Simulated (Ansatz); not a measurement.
```cif
data_structure
_symmetry_space_group_name_H-M 'P 1'
_symmetry_Int_Tables_number 1
_cell_length_a 3.9296
_cell_length_b 3.9296
_cell_length_c 3.9296
_cell_angle_alpha 90.000
_cell_angle_beta 90.000
_cell_angle_gamma 90.000
_cell_volume 60.68
loop_
_atom_site_label
_atom_site_type_symbol
_atom_site_fract_x
_atom_site_fract_y
_atom_site_fract_z
_atom_site_occupancy
Zn1 Zn 0.00000 0.00000 0.00000 1
Zn2 Zn 0.50000 0.50000 0.00000 1
Zn3 Zn 0.50000 0.00000 0.50000 1
Zn4 Zn 0.00000 0.50000 0.50000 1
```

Space group Fm-3m. This isn't the usual form at ambient conditions. The cell comes from a database of computed structures, not from a measurement.

Method: DFT PBE, scalar-relativistic, plane waves, PAW in Ansatz.

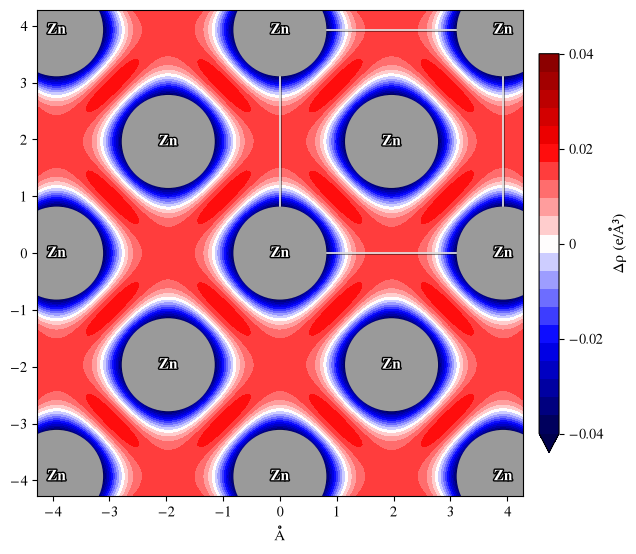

Zn. Density of the crystal less the sum of free-atom densities: a map on the (010) plane of the conventional cell, with grey discs over the atomic cores. Cores are masked to 0.8 Å (Zn).

Core electrons are frozen (PAW), so the fields are smoothed inside the atomic spheres.

Q: Describe the bonding charge.

A: Zn–Zn (2.78 Å): Δρ is +0.02 e/Å³ at the midpoint.
- Over the whole cell, outside the masked cores, the largest gain, 0.03 e/Å³, lies 1.7 Å from a zinc nucleus, and the largest loss lies at the edge of the masked core of Zn.
- The rearranged charge, half the integral of |Δρ|, is about 0.16 e an atom.
